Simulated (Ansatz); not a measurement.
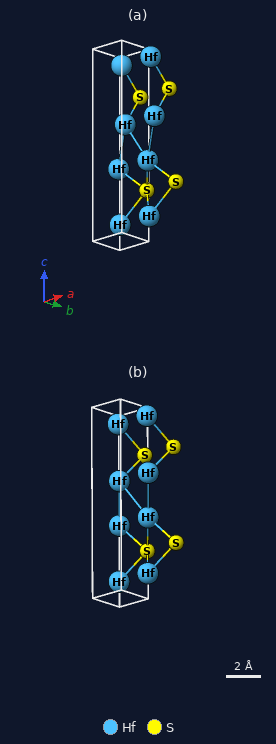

The structure of solid Hf₂S (set up in P1) before (top) and after (bottom) a relaxation, at one scale.

Style: ball-and-stick. Shown: the cell of the calculation, repeated 2 × 1 × 1 with one cell outlined, from a free direction.

Case: input fault: a relaxation cut at too few steps.

All numbers below come from DFT PBEsol, scalar-relativistic, plane waves, PAW in Ansatz 0.2.0.

The input:
```yaml
crystal:
  lattice:
    - [3.3742737662, 0.0, 0.0]
    - [-1.6871368831, 2.9222068008, 0.0]
    - [0.0, 0.0, 11.71740703]
  atoms:
    - { symbol: Hf, position: [0.6778988706, 0.3414937414, 0.8998521734] }
    - { symbol: Hf, position: [0.275108346, 0.6651409164, 0.3939319152] }
    - { symbol: Hf, position: [0.7586061123, 0.389519775, 0.5909444488] }
    - { symbol: Hf, position: [0.3187982843, 0.671156299, 0.1024850446] }
    - { symbol: S, position: [-0.1487416896, -0.1593158223, 0.7488287696] }
    - { symbol: S, position: [-0.0162067437, -0.0583366406, 0.2641724761] }
basis:
  ecutwfc: 420
kpoints:
  mp_grid: { grid: [6, 6, 2] }
hamiltonian:
  xc: pbesol
scf:
  occupations: { method: gaussian, width: 0.1 }
output:
  forces: true
  stress: true
  eigenvalues: true
relax:
  adjacent_minimum: "off"
  f_tol: 0.005
  max_steps: 3
  cell: { stress_tol: 0.05 }
```

Command:
```bash
ansatz run input.yaml --threads 1 --pin off --max-ram 2560MiB --backend cpu --events-out ev --progress --plain --runs-dir out
```

Question: Describe what moved and what it gained.

Answer: The relaxation stopped without meeting its thresholds, so the last structure isn't shown to be converged. It used up its limit of 3 steps. The atom that moves furthest relative to the cell is S5 (0.34 Å roughly along [1 1 0]). By element the largest moves are S 0.34 Å, Hf 0.32 Å. Cell: a 3.374 → 3.334 Å (−1.2 %), b 3.374 → 3.337 Å (−1.1 %), c 11.717 → 11.649 Å (−0.6 %), α 90.0° → 89.8°, β 90.0° → 90.8°, γ 120.0° → 119.9°. Volume −2.7 %. Among the contacts that change: Hf3–S5 3.249 → 2.740 Å, Hf1–S5 3.009 → 2.615 Å, Hf2–Hf3 2.759 → 3.072 Å, Hf2–S6 2.251 → 2.538 Å. Among the angles between lasting bonds that change: Hf1–S5–Hf3 113.8° → 133.3°, Hf1–S5–Hf3 159.5° → 140.9°, Hf1–S5–Hf3 158.9° → 140.9°. The space group stays P1 (No. 1). The energy falls by 2.044 eV per cell of the calculation in 2 geometry steps. Largest force component: 4 eV/Å at the start, 0.6 eV/Å at the end. The pressure goes from 4.38 to 1.14 GPa.
